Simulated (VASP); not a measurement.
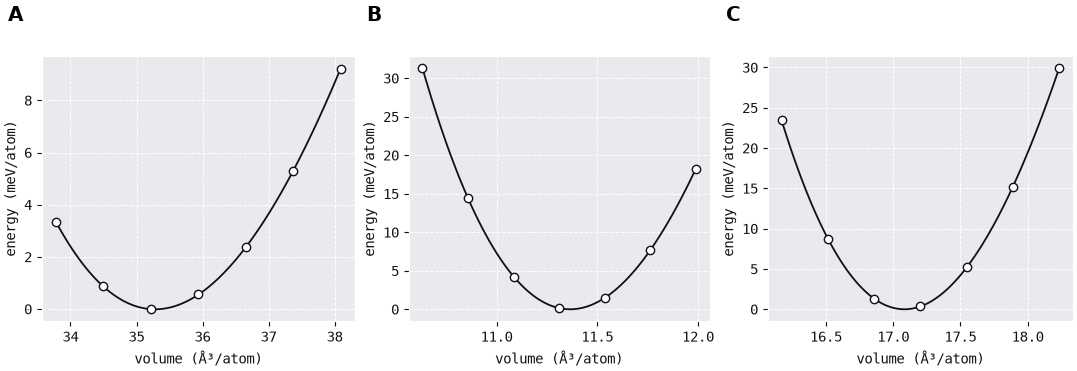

Each panel shows the energy against volume for one of these solids: Al₂Pt, Fm-3m (No. 225); GaN, P6_3mc (No. 186); KBr, Fm-3m (No. 225).

Computed with VASP 6.6.1: plane-wave DFT, no spin polarisation; energies at scaled volumes of the given cell, shape and fractions fixed, counted from the fit's minimum, third-order Birch-Murnaghan fit. Level: PBEsol.

> Match the panels to the solids.

A is KBr (energy from 0.01 meV/atom to 9.22 meV/atom, V0 35.28 Å³/atom, B0 15.4 GPa); B is GaN (energy from 0.15 meV/atom to 31.29 meV/atom, V0 11.37 Å³/atom, B0 188 GPa); C is Al₂Pt (energy from 0.35 meV/atom to 29.90 meV/atom, V0 17.08 Å³/atom, B0 139 GPa).

For Al₂Pt, limits of the calculation: spin-orbit coupling left out, heavy elements.

For GaN, limits of the calculation: shape and atomic fractions are frozen while scaling, which makes layered, chain and framework solids too stiff.
